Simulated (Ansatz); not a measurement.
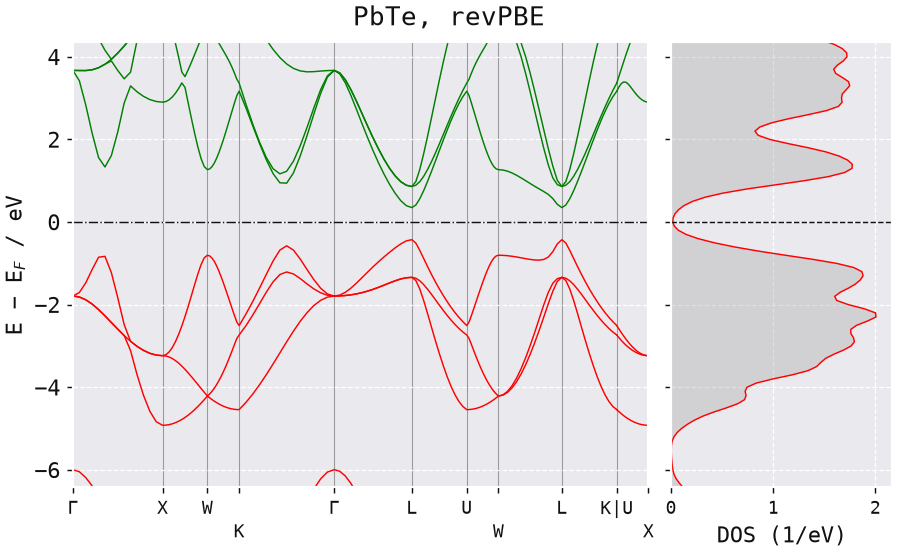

Write a caption that states what the plot shows.

Band structure and density of states of rocksalt PbTe, space group Fm-3m, 2 atoms in the primitive cell (cubic a = 6.462 Å). Computed with Ansatz: revPBE, Ansatz PAW, no spin polarisation, no spin-orbit coupling, 7×7×7 k mesh, 420 eV cutoff, Fermi-Dirac smearing of 0.05 eV. Energies are counted from the Fermi level. The DOS curve is built from the levels of the k mesh with Gaussians 0.55 eV wide, which also blur the band edges; ripples of that width can come from the mesh.

The bands leave a gap. The gap along this path is 0.78 eV and direct: both edges lie at L. The top valence level at L is a single band, not degenerate (spin aside). The top valence band spans 2.8 eV and the lowest conduction band 3.3 eV. The direct gaps are 5.68 eV at U, 5.46 eV at Γ and 5.68 eV at K.

Spin-orbit coupling is left out, which matters for Pb and Te. The PAW data sets were made with another functional. The cell is at 3 GPa in this functional.
